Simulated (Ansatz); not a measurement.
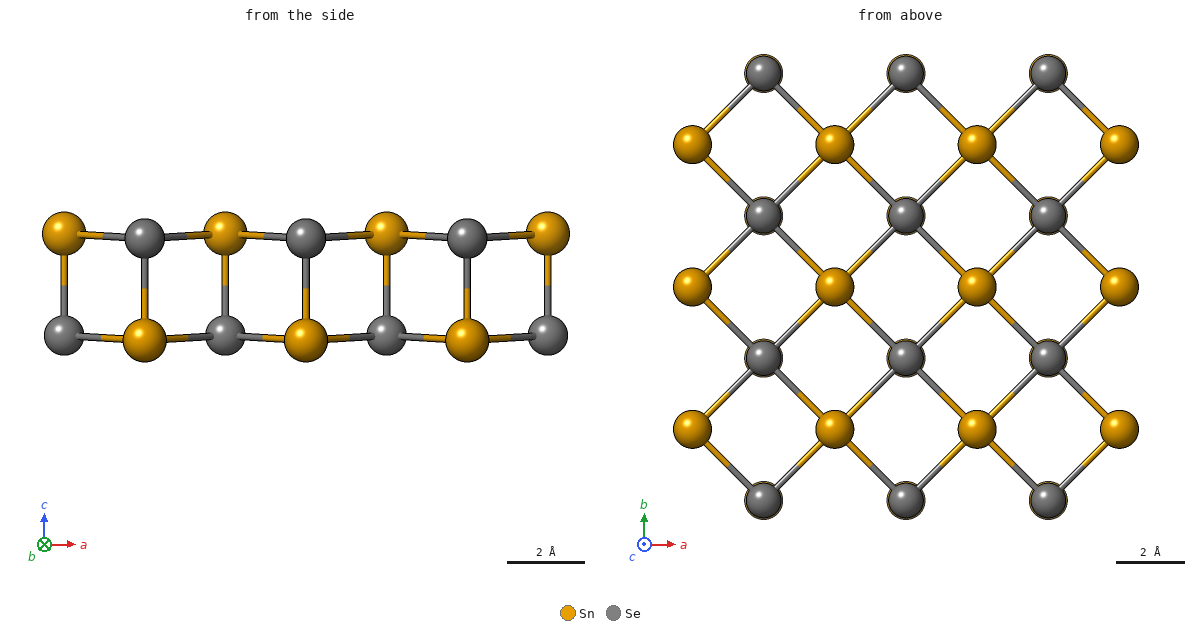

A ball-and-stick picture of a periodic sheet, seen from the side and from above. The surface normal points up in side views; the vacuum is left out. 3×3 cells are drawn in the plane, with atoms at the edges repeated.

The cell holds 2 Sn, 2 Se.

What do the upper and lower surfaces expose?

The top face ends in Se and Sn, the bottom face in Se and Sn. The two faces are alike.

What height do the atoms span?

About 2.8 Å from the lowest to the highest atom.

What is the stacking of atomic planes, top to bottom?

Two planes: SnSe / SnSe.

How are the atoms coordinated and connected?

The Sn atoms are each bonded to five Se in a distorted square pyramidal arrangement at about 2.7 to 3.0 Å. Se is coordinated by five Sn in a distorted square pyramidal arrangement at about 2.7 to 3.0 Å. The bonds build SnSe layers parallel to the surface.

Provenance: a structure listed in the Materials Project. The cell was then strained or its atoms displaced on purpose. It was run through Ansatz as a DFT input.
